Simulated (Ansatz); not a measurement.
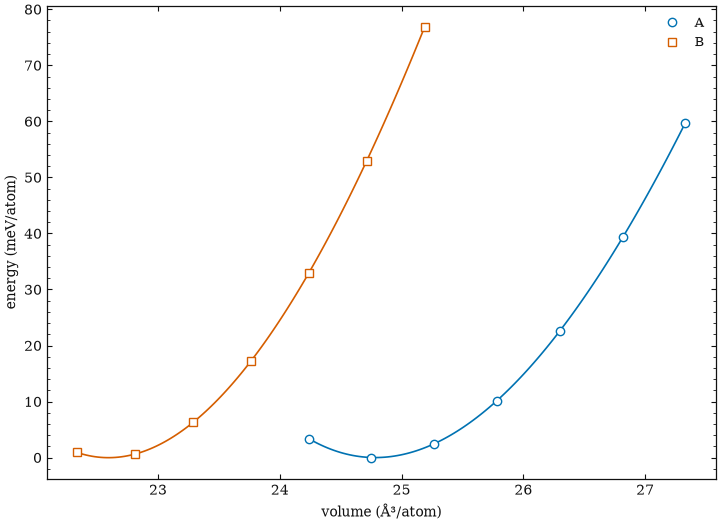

The figure compares two calculations of the energy against volume, each curve from its own zero. The first is for ZrS₂, space group P-3m1 (No. 164).

The cell holds 3 atoms.

Computed with Ansatz 0.2.0: all-electron LAPW DFT, no spin polarisation; energies at scaled volumes of the given cell, shape and fractions fixed, counted from the fit's minimum, third-order Birch-Murnaghan fit. Level: LDA.

k mesh 8×8×5; occupations Fermi–Dirac; smearing width 0.05 eV; potentials all electron LAPW, scalar relativistic; program settings basis error eV/atom 0.002.

In the second, S is replaced by Se on all its sites, which gives ZrSe₂ in the same structure.

Question: Which of A and B is the second calculation, and what did the change do?

Answer: A. The equilibrium volume rises from 22.59 to 24.78 Å³/atom (+10 %) and the bulk modulus falls from 99.4 to 86.5 GPa (−13 %).

For both, limits of the calculation: shape and atomic fractions are frozen while scaling, which makes layered, chain and framework solids too stiff.

V0 and the bulk modulus come from third-order Birch–Murnaghan fits.
